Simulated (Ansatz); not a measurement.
## Run report: Mo$_{5}$Si, geometry relaxation (part 1 of 2)

System: Mo$_{5}$Si (slab, 6 atoms in the cell).
Method: DFT LDA, scalar-relativistic, plane waves, PAW, no spin polarisation (Ansatz 0.2.0).

The structure derives from an entry of the Crystallography Open Database. The input holds or restrains some coordinates. Forces given for the steps count only the free coordinates.

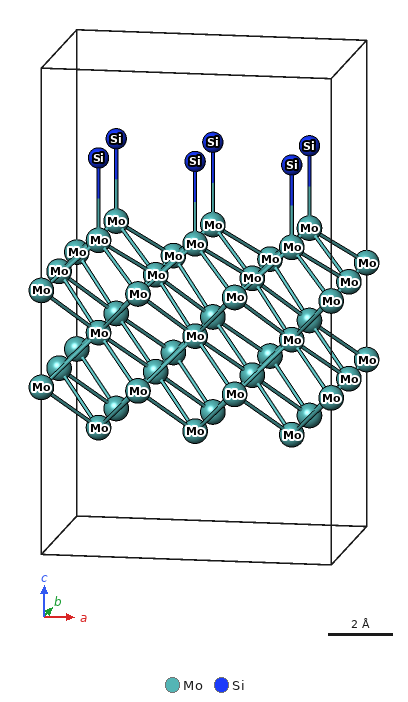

Figure 1. The starting structure (ball-and-stick view of the 3 × 2 repeat of the cell, with the vacuum cut short, seen slightly off an axis). An atom can appear more than once, as a periodic image.

## Input file
```yaml
crystal:
  lattice:
    - [3.1113246204, 0.0, 0.0]
    - [0.0, 3.1113246204, 0.0]
    - [0.0, 0.0, 25.2226492409]
  atoms:
    - { symbol: Mo, position: [0.5, 0.5, 0.3369986998] }
    - { symbol: Mo, position: [0.0, 0.0, 0.398675897] }
    - { symbol: Mo, position: [0.5, 0.5, 0.4587746558] }
    - { symbol: Mo, position: [0.0, 0.0, 0.522861545] }
    - { symbol: Mo, position: [0.5, 0.5, 0.5771433068] }
    - { symbol: Si, position: [0.5, 0.5, 0.6826040764] }
basis:
  ecutwfc: 420
kpoints:
  mp_grid: { grid: [9, 9, 1] }
hamiltonian:
  xc: lda
scf:
  occupations: { method: gaussian, width: 0.1 }
output:
  forces: true
  eigenvalues: true
  write_density: true
  write_potential: true
  elf: true
  volumetric_format: npy
relax:
  adjacent_minimum: "off"
  f_tol: 0.03
  max_steps: 70
  constraints: [{ sites: [0, 1] }]
efield:
  axis: 3
  dipole_correction: true
```

Run as:
```bash
ansatz run input.yaml --threads 1 --pin off --max-ram 2560MiB --backend cpu --events-out ev --progress --plain --runs-dir out
```

## The program's output
```
Engine: ansatz 0.2.0, aarch64-unknown-linux-gnu
Pseudopotentials: kind: paw
Pseudopotential: Mo, paw, valence charge 14, recommended cutoff 420 eV (normal), Mo.paw.azcp
Pseudopotential: Si, paw, valence charge 4, recommended cutoff 420 eV (normal), Si.paw.azcp
Functional definition: SPW92
  exchange = slater_x
  correlation = pw_c
Crystal: 6 atoms, lattice volume = 244.164 Å³
Basis set: ecut = 420 eV, 4821 PW (Γ)
Bands: 45, of which v1, the nominal top of the filled ones, is band 37 counted from 1 (36 counted from 0)
Symmetry: 8 space group operations
Space group: P4mm (ITA 99), of the structure as read, at distance tolerance 6.3e-5 Å
k-points: 15 of 81
Non-local potential: Mo, projectors of the file, l = 0: 3, l = 1: 2, l = 2: 2, l = 3: 1
Non-local potential: Si, projectors of the file, l = 0: 2, l = 1: 2, l = 2: 2
PAW form: soft (Blöchl's): semilocal exchange-correlation on the pseudo side does not see the compensation charge
PAW frozen core: Mo, regenerated for the run's functional, and the local potential with it (the file was generated under x = pbe(κ = 0.804, μ = 0.2195149727645171), c = pbe(β = 0.06672455060314922))
PAW frozen core: Si, regenerated for the run's functional, and the local potential with it (the file was generated under x = pbe(κ = 0.804, μ = 0.2195149727645171), c = pbe(β = 0.06672455060314922))
PAW one-centre angular grid: Mo, 590 points (default); XC on 64 Gauss nodes
PAW one-centre angular grid: Si, 110 points (default); XC on 64 Gauss nodes
Initial density: superposition of atomic densities (neutral atoms: chi_scale 0, normalization atom), corrected by the library's trained network
Initial wavefunctions: pseudopotential atomic-orbital guess
Functional: x = slater, c = lda
SCF iter   1: F=—  HF=-24817.637523 eV  |F-HF|=—  |Δ(HF+E_count)|=         —  Δρ=9.44e-3  dr2=1.71e0  ethr=1.77e-3  p=-0.040 e·Å  D=-3.00e-2 V/Å  ΔV_dip=0.76 eV  dr2_dipole=4.90e-1  V_vac-E_F(+/−)=5.07/4.32 eV  ⟨swp⟩=8.6  Hψ=3289  notcnv=0
efield: sawtooth ramp at fractional position 0.9598 (placed from the atoms, in the widest stretch of the axis that holds none; the zero of the levels goes with the place), width 0.1000; the density the first Hamiltonian is built on has a dipole p = -0.040 e·Å; the dipole correction subtracts the counter field D = -3.00e-2 V/Å, which shifts the + side's vacuum level by +0.76 eV against the − side's; the planar-averaged density in the ramp window peaks in size at 1.3e-5 e/Å³
preconditioner: auto → LDOS  [metal: Δε(μ)=0.013 eV  Ē_g=3.977 eV  σ=0.100 eV  W_gap=0.07  n_scr=44 (ndim 8)  ℏωp=13.9 eV  f_vac=0.510  D(μ)=8.02/eV (n_scr^D=62)  β→1.0]
SCF iter   2: F=—  HF=-24817.580348 eV  |F-HF|=—  |Δ(HF+E_count)|=   5.72e-2  Δρ=3.65e-3  dr2=5.99e-2  ethr=1.77e-3  p=-0.042 e·Å  D=-3.14e-2 V/Å  ΔV_dip=0.79 eV  dr2_dipole=5.55e-4  V_vac-E_F(+/−)=5.07/4.28 eV  ⟨swp⟩=1.8  Hψ=824  notcnv=0  defer=12
SCF iter   3: F=—  HF=-24817.574128 eV  |F-HF|=—  |Δ(HF+E_count)|=   6.22e-3  Δρ=1.61e-3  dr2=1.19e-2  ethr=8.10e-5  p=-0.046 e·Å  D=-3.40e-2 V/Å  ΔV_dip=0.86 eV  dr2_dipole=2.59e-4  V_vac-E_F(+/−)=5.13/4.28 eV  ⟨swp⟩=2.0  Hψ=930  notcnv=0  defer=22
SCF iter   4: F=—  HF=-24817.572978 eV  |F-HF|=—  |Δ(HF+E_count)|=   1.15e-3  Δρ=4.16e-4  dr2=2.29e-3  ethr=1.61e-5  p=-0.046 e·Å  D=-3.37e-2 V/Å  ΔV_dip=0.85 eV  dr2_dipole=2.55e-4  V_vac-E_F(+/−)=5.14/4.29 eV  ⟨swp⟩=2.3  Hψ=872  notcnv=0  defer=17
SCF iter   5: F=—  HF=-24817.572853 eV  |F-HF|=—  |Δ(HF+E_count)|=   1.25e-4  Δρ=1.30e-4  dr2=1.56e-4  ethr=3.09e-6  p=-0.046 e·Å  D=-3.37e-2 V/Å  ΔV_dip=0.85 eV  dr2_dipole=1.53e-7  V_vac-E_F(+/−)=5.15/4.30 eV  ⟨swp⟩=2.0  Hψ=858  notcnv=0  defer=16
SCF iter   6: F=—  HF=-24817.572855 eV  |F-HF|=—  |Δ(HF+E_count)|=   2.16e-6  Δρ=5.53e-5  dr2=3.14e-5  ethr=2.10e-7  p=-0.045 e·Å  D=-3.36e-2 V/Å  ΔV_dip=0.85 eV  dr2_dipole=1.00e-5  V_vac-E_F(+/−)=5.15/4.30 eV  ⟨swp⟩=2.1  Hψ=878  notcnv=0  defer=16
SCF iter   7: F=-24817.572852 eV  HF=-24817.572855 eV  |F-HF|=2.98e-6  |Δ(HF+E_count)|=   5.37e-7  Δρ=1.27e-5  dr2=3.06e-6  ethr=3.04e-8  p=-0.045 e·Å  D=-3.35e-2 V/Å  ΔV_dip=0.85 eV  dr2_dipole=1.39e-6  V_vac-E_F(+/−)=5.15/4.31 eV  ⟨swp⟩=21.5  Hψ=6659  notcnv=0
SCF 1 converged in 7 iterations: F = -24817.572852 eV  dr2 = 3.06e-6
  greatest PAW one-centre occupation: 0.999 electrons in one spin orbital (limit 2), on the Mo atom at site 3 (counted from 0), in its partial waves of l = 0
relax step   1: F+E_penalty+E_count = -24817.57285180 eV  Δ(F+E_penalty+E_count) = +0.000e0 eV  max|allowed force component| = 1.856e0 eV/Å  Δτ_max = 0.0000 Å  (7 SCF iters, dr2 threshold 2.25e-5 eV, accepted)
Initial density: handed on by an earlier stage of this run
Initial wavefunctions: those handed on with the density
iter 1 solved again at ethr=2.32e-3 eV; its pass at ethr=3.10e-3 eV (dr2=1.72e0 eV) is discarded
SCF iter   1: F=—  HF=-24817.904587 eV  |F-HF|=—  |Δ(HF+E_count)|=         —  Δρ=1.09e-2  dr2=1.82e0  ethr=2.32e-3  p=-0.045 e·Å  D=-3.35e-2 V/Å  ΔV_dip=0.85 eV  dr2_dipole=4.42e-1  V_vac-E_F(+/−)=5.20/4.35 eV  ⟨swp⟩=1.1  Hψ=2387  notcnv=0  defer=19
efield: sawtooth ramp at fractional position 0.9598 (handed on by an earlier solve), width 0.1000; the density the first Hamiltonian is built on has a dipole p = -0.045 e·Å; the dipole correction subtracts the counter field D = -3.35e-2 V/Å, which shifts the + side's vacuum level by +0.85 eV against the − side's; the planar-averaged density in the ramp window peaks in size at 1.1e-6 e/Å³
preconditioner: auto → LDOS  [metal: Δε(μ)=0.011 eV  Ē_g=3.983 eV  σ=0.100 eV  W_gap=0.06  n_scr=44 (ndim 8)  ℏωp=13.9 eV  f_vac=0.517  D(μ)=8.16/eV (n_scr^D=62)  β→1.0]
SCF iter   2: F=—  HF=-24817.847723 eV  |F-HF|=—  |Δ(HF+E_count)|=   5.69e-2  Δρ=8.19e-3  dr2=4.30e-1  ethr=2.32e-3  p=-0.041 e·Å  D=-3.03e-2 V/Å  ΔV_dip=0.77 eV  dr2_dipole=8.68e-2  V_vac-E_F(+/−)=5.12/4.35 eV  ⟨swp⟩=2.3  Hψ=1022  notcnv=0  defer=19
SCF iter   3: F=—  HF=-24817.798700 eV  |F-HF|=—  |Δ(HF+E_count)|=   4.90e-2  Δρ=2.81e-3  dr2=1.07e-1  ethr=5.81e-4  p=-0.050 e·Å  D=-3.71e-2 V/Å  ΔV_dip=0.94 eV  dr2_dipole=1.53e-2  V_vac-E_F(+/−)=5.28/4.34 eV  ⟨swp⟩=2.7  Hψ=1180  notcnv=0  defer=22
SCF iter   4: F=—  HF=-24817.791023 eV  |F-HF|=—  |Δ(HF+E_count)|=   7.68e-3  Δρ=1.01e-3  dr2=1.64e-2  ethr=1.45e-4  p=-0.048 e·Å  D=-3.57e-2 V/Å  ΔV_dip=0.90 eV  dr2_dipole=4.03e-3  V_vac-E_F(+/−)=5.24/4.34 eV  ⟨swp⟩=2.0  Hψ=865  notcnv=0  defer=22
SCF iter   5: F=—  HF=-24817.790092 eV  |F-HF|=—  |Δ(HF+E_count)|=   9.31e-4  Δρ=2.36e-4  dr2=1.63e-3  ethr=2.22e-5  p=-0.048 e·Å  D=-3.55e-2 V/Å  ΔV_dip=0.89 eV  dr2_dipole=4.80e-4  V_vac-E_F(+/−)=5.24/4.35 eV  ⟨swp⟩=1.9  Hψ=804  notcnv=0  defer=22
SCF iter   6: F=-24817.789985 eV  HF=-24817.789999 eV  |F-HF|=1.34e-5  |Δ(HF+E_count)|=   9.30e-5  Δρ=5.80e-5  dr2=1.88e-5  ethr=1.35e-7  p=-0.047 e·Å  D=-3.52e-2 V/Å  ΔV_dip=0.89 eV  dr2_dipole=1.91e-7  V_vac-E_F(+/−)=5.23/4.35 eV  ⟨swp⟩=22.5  Hψ=7787  notcnv=0
SCF 2 converged in 6 iterations: F = -24817.789985 eV  dr2 = 1.88e-5
relax step   2: F+E_penalty+E_count = -24817.78998533 eV  Δ(F+E_penalty+E_count) = -2.171e-1 eV  max|allowed force component| = 6.462e-1 eV/Å  Δτ_max = 0.1939 Å  (6 SCF iters, dr2 threshold 1.00e-4 eV, accepted)
iter 1 solved again at ethr=4.15e-4 eV; its pass at ethr=3.10e-3 eV (dr2=3.07e-1 eV) is discarded
SCF iter   1: F=—  HF=-24817.824449 eV  |F-HF|=—  |Δ(HF+E_count)|=         —  Δρ=6.01e-3  dr2=2.96e-1  ethr=4.15e-4  p=-0.047 e·Å  D=-3.52e-2 V/Å  ΔV_dip=0.89 eV  dr2_dipole=4.48e-2  V_vac-E_F(+/−)=5.24/4.35 eV  ⟨swp⟩=1.5  Hψ=2176  notcnv=0  defer=24
efield: sawtooth ramp at fractional position 0.9598 (handed on by an earlier solve), width 0.1000; the density the first Hamiltonian is built on has a dipole p = -0.047 e·Å; the dipole correction subtracts the counter field D = -3.52e-2 V/Å, which shifts the + side's vacuum level by +0.89 eV against the − side's; the planar-averaged density in the ramp window peaks in size at 3.9e-6 e/Å³
preconditioner: auto → LDOS  [metal: Δε(μ)=0.007 eV  Ē_g=3.998 eV  σ=0.100 eV  W_gap=0.04  n_scr=44 (ndim 8)  ℏωp=13.9 eV  f_vac=0.518  D(μ)=6.83/eV (n_scr^D=46)  β→1.0]
SCF iter   2: F=—  HF=-24817.805516 eV  |F-HF|=—  |Δ(HF+E_count)|=   1.89e-2  Δρ=3.04e-3  dr2=5.43e-2  ethr=4.01e-4  p=-0.048 e·Å  D=-3.57e-2 V/Å  ΔV_dip=0.90 eV  dr2_dipole=7.90e-3  V_vac-E_F(+/−)=5.25/4.35 eV  ⟨swp⟩=2.3  Hψ=916  notcnv=0  defer=24
SCF iter   3: F=—  HF=-24817.801247 eV  |F-HF|=—  |Δ(HF+E_count)|=   4.27e-3  Δρ=1.83e-3  dr2=1.94e-2  ethr=7.33e-5  p=-0.046 e·Å  D=-3.43e-2 V/Å  ΔV_dip=0.87 eV  dr2_dipole=4.57e-4  V_vac-E_F(+/−)=5.21/4.34 eV  ⟨swp⟩=2.9  Hψ=1096  notcnv=0  defer=24
SCF iter   4: F=—  HF=-24817.799567 eV  |F-HF|=—  |Δ(HF+E_count)|=   1.68e-3  Δρ=5.68e-4  dr2=1.69e-3  ethr=2.62e-5  p=-0.046 e·Å  D=-3.43e-2 V/Å  ΔV_dip=0.86 eV  dr2_dipole=6.63e-5  V_vac-E_F(+/−)=5.20/4.34 eV  ⟨swp⟩=2.0  Hψ=830  notcnv=0  defer=24
SCF iter   5: F=—  HF=-24817.799312 eV  |F-HF|=—  |Δ(HF+E_count)|=   2.55e-4  Δρ=1.55e-4  dr2=2.14e-4  ethr=2.28e-6  p=-0.047 e·Å  D=-3.45e-2 V/Å  ΔV_dip=0.87 eV  dr2_dipole=1.59e-5  V_vac-E_F(+/−)=5.21/4.34 eV  ⟨swp⟩=2.2  Hψ=976  notcnv=0  defer=24
SCF iter   6: F=-24817.799291 eV  HF=-24817.799298 eV  |F-HF|=6.61e-6  |Δ(HF+E_count)|=   1.48e-5  Δρ=3.53e-5  dr2=8.05e-6  ethr=3.53e-8  p=-0.047 e·Å  D=-3.46e-2 V/Å  ΔV_dip=0.87 eV  dr2_dipole=9.70e-8  V_vac-E_F(+/−)=5.21/4.34 eV  ⟨swp⟩=20.6  Hψ=7340  notcnv=0
SCF 3 converged in 6 iterations: F = -24817.799291 eV  dr2 = 8.05e-6
relax step   3: F+E_penalty+E_count = -24817.79929092 eV  Δ(F+E_penalty+E_count) = -9.306e-3 eV  max|allowed force component| = 1.798e-1 eV/Å  Δτ_max = 0.0867 Å  (6 SCF iters, dr2 threshold 2.61e-5 eV, accepted)
SCF iter   1: F=—  HF=-24817.810762 eV  |F-HF|=—  |Δ(HF+E_count)|=         —  Δρ=3.12e-3  dr2=6.00e-2  ethr=1.68e-3  p=-0.047 e·Å  D=-3.46e-2 V/Å  ΔV_dip=0.87 eV  dr2_dipole=4.89e-3  V_vac-E_F(+/−)=5.20/4.33 eV  ⟨swp⟩=2.7  Hψ=1151  notcnv=0  defer=22
efield: sawtooth ramp at fractional position 0.9598 (handed on by an earlier solve), width 0.1000; the density the first Hamiltonian is built on has a dipole p = -0.047 e·Å; the dipole correction subtracts the counter field D = -3.46e-2 V/Å, which shifts the + side's vacuum level by +0.87 eV against the − side's; the planar-averaged density in the ramp window peaks in size at 1.7e-6 e/Å³
preconditioner: auto → LDOS  [metal: Δε(μ)=0.006 eV  Ē_g=3.981 eV  σ=0.100 eV  W_gap=0.03  n_scr=44 (ndim 8)  ℏωp=13.9 eV  f_vac=0.517  D(μ)=6.96/eV (n_scr^D=54)  β→1.0]
SCF iter   2: F=—  HF=-24817.806206 eV  |F-HF|=—  |Δ(HF+E_count)|=   4.56e-3  Δρ=1.32e-3  dr2=9.96e-3  ethr=8.10e-5  p=-0.047 e·Å  D=-3.52e-2 V/Å  ΔV_dip=0.89 eV  dr2_dipole=8.26e-4  V_vac-E_F(+/−)=5.22/4.33 eV  ⟨swp⟩=2.0  Hψ=1050  notcnv=0  defer=23
SCF iter   3: F=—  HF=-24817.804922 eV  |F-HF|=—  |Δ(HF+E_count)|=   1.28e-3  Δρ=6.54e-4  dr2=2.13e-3  ethr=1.35e-5  p=-0.047 e·Å  D=-3.50e-2 V/Å  ΔV_dip=0.88 eV  dr2_dipole=2.70e-4  V_vac-E_F(+/−)=5.21/4.33 eV  ⟨swp⟩=2.7  Hψ=1165  notcnv=0  defer=23
SCF iter   4: F=—  HF=-24817.804575 eV  |F-HF|=—  |Δ(HF+E_count)|=   3.47e-4  Δρ=1.62e-4  dr2=1.91e-4  ethr=2.87e-6  p=-0.048 e·Å  D=-3.53e-2 V/Å  ΔV_dip=0.89 eV  dr2_dipole=3.25e-5  V_vac-E_F(+/−)=5.22/4.33 eV  ⟨swp⟩=2.8  Hψ=1067  notcnv=0  defer=23
SCF iter   5: F=—  HF=-24817.804553 eV  |F-HF|=—  |Δ(HF+E_count)|=   2.21e-5  Δρ=4.30e-5  dr2=2.56e-5  ethr=2.59e-7  p=-0.048 e·Å  D=-3.52e-2 V/Å  ΔV_dip=0.89 eV  dr2_dipole=4.16e-6  V_vac-E_F(+/−)=5.22/4.33 eV  ⟨swp⟩=2.3  Hψ=1105  notcnv=0  defer=23
SCF iter   6: F=-24817.804552 eV  HF=-24817.804552 eV  |F-HF|=2.80e-7  |Δ(HF+E_count)|=   9.25e-7  Δρ=1.06e-5  dr2=6.13e-7  ethr=3.38e-9  p=-0.047 e·Å  D=-3.52e-2 V/Å  ΔV_dip=0.89 eV  dr2_dipole=1.88e-8  V_vac-E_F(+/−)=5.22/4.33 eV  ⟨swp⟩=19.2  Hψ=6837  notcnv=0
SCF 4 converged in 6 iterations: F = -24817.804552 eV  dr2 = 6.13e-7
relax step   4: F+E_penalty+E_count = -24817.80455213 eV  Δ(F+E_penalty+E_count) = -5.261e-3 eV  max|allowed force component| = 4.535e-2 eV/Å  Δτ_max = 0.0476 Å  (6 SCF iters, dr2 threshold 2.50e-6 eV, accepted)
SCF iter   1: F=—  HF=-24817.804701 eV  |F-HF|=—  |Δ(HF+E_count)|=         —  Δρ=3.11e-4  dr2=5.51e-4  ethr=1.25e-5  p=-0.047 e·Å  D=-3.52e-2 V/Å  ΔV_dip=0.89 eV  dr2_dipole=2.00e-5  V_vac-E_F(+/−)=5.22/4.33 eV  ⟨swp⟩=2.0  Hψ=1111  notcnv=0  defer=1
efield: sawtooth ramp at fractional position 0.9598 (handed on by an earlier solve), width 0.1000; the density the first Hamiltonian is built on has a dipole p = -0.047 e·Å; the dipole correction subtracts the counter field D = -3.52e-2 V/Å, which shifts the + side's vacuum level by +0.89 eV against the − side's; the planar-averaged density in the ramp window peaks in size at 2.2e-6 e/Å³
preconditioner: auto → LDOS  [metal: Δε(μ)=0.008 eV  Ē_g=3.980 eV  σ=0.100 eV  W_gap=0.05  n_scr=44 (ndim 8)  ℏωp=13.9 eV  f_vac=0.517  D(μ)=6.99/eV (n_scr^D=54)  β→1.0]
SCF iter   2: F=—  HF=-24817.804658 eV  |F-HF|=—  |Δ(HF+E_count)|=   4.35e-5  Δρ=2.01e-4  dr2=2.19e-4  ethr=7.44e-7  p=-0.047 e·Å  D=-3.50e-2 V/Å  ΔV_dip=0.88 eV  dr2_dipole=5.10e-6  V_vac-E_F(+/−)=5.22/4.34 eV  ⟨swp⟩=3.1  Hψ=1223  notcnv=0  defer=1
SCF iter   3: F=—  HF=-24817.804619 eV  |F-HF|=—  |Δ(HF+E_count)|=   3.92e-5  Δρ=4.63e-5  dr2=1.98e-5  ethr=2.96e-7  p=-0.047 e·Å  D=-3.51e-2 V/Å  ΔV_dip=0.89 eV  dr2_dipole=6.98e-7  V_vac-E_F(+/−)=5.22/4.33 eV  ⟨swp⟩=2.1  Hψ=986  notcnv=0  defer=1
SCF iter   4: F=—  HF=-24817.804704 eV  |F-HF|=—  |Δ(HF+E_count)|=   8.53e-5  Δρ=9.78e-6  dr2=1.85e-6  ethr=2.68e-8  p=-0.047 e·Å  D=-3.51e-2 V/Å  ΔV_dip=0.88 eV  dr2_dipole=1.88e-7  V_vac-E_F(+/−)=5.22/4.33 eV  ⟨swp⟩=2.7  Hψ=956  notcnv=0  defer=1
SCF iter   5: F=—  HF=-24817.804704 eV  |F-HF|=—  |Δ(HF+E_count)|=   2.06e-8  Δρ=3.81e-6  dr2=1.09e-7  ethr=2.50e-9  p=-0.047 e·Å  D=-3.51e-2 V/Å  ΔV_dip=0.88 eV  dr2_dipole=1.67e-8  V_vac-E_F(+/−)=5.22/4.34 eV  ⟨swp⟩=2.0  Hψ=838  notcnv=0  defer=1
SCF iter   6: F=-24817.804704 eV  HF=-24817.804704 eV  |F-HF|=5.29e-9  |Δ(HF+E_count)|=   7.93e-9  Δρ=1.04e-6  dr2=8.09e-9  ethr=1.35e-10  p=-0.047 e·Å  D=-3.51e-2 V/Å  ΔV_dip=0.88 eV  dr2_dipole=1.20e-9  V_vac-E_F(+/−)=5.22/4.34 eV  ⟨swp⟩=15.9  Hψ=5483  notcnv=0
SCF 5 converged in 6 iterations: F = -24817.804704 eV  dr2 = 8.09e-9
relax step   5: F+E_penalty+E_count = -24817.80470385 eV  Δ(F+E_penalty+E_count) = -1.517e-4 eV  max|allowed force component| = 2.296e-3 eV/Å  Δτ_max = 0.0079 Å  (6 SCF iters, accepted)
```

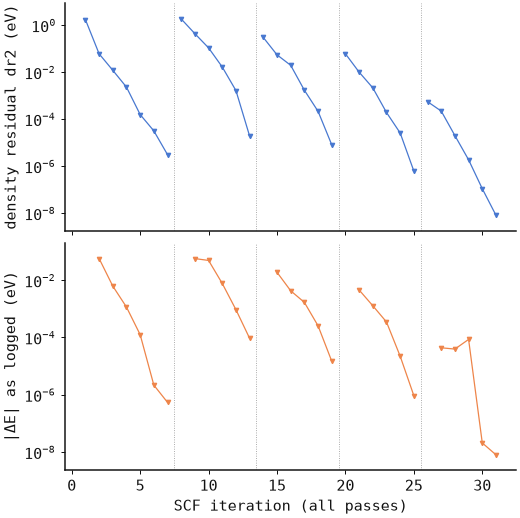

Figure 2. Convergence of the self-consistent field: density residual dr2 and size of the energy change against the SCF iteration. The dotted lines part the SCF passes of the relaxation: geometry steps, rejected trials and re-solves on a re-selected basis. The 5 passes take 6 to 7 iterations each, 31 in all.

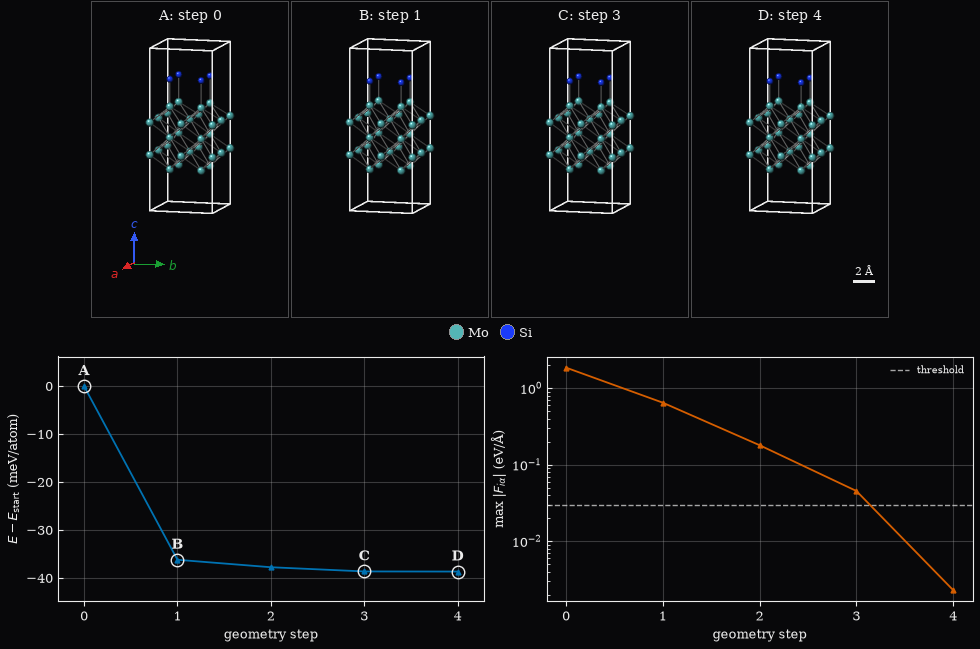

Figure 3. Frames of the restrained relaxation (ball-and-stick view of the 2 × 2 repeat of the cell, with the vacuum cut short, seen slightly off an axis) above the curves, on which the letters mark them (the first geometry is step 0 here and step 1 in the log).
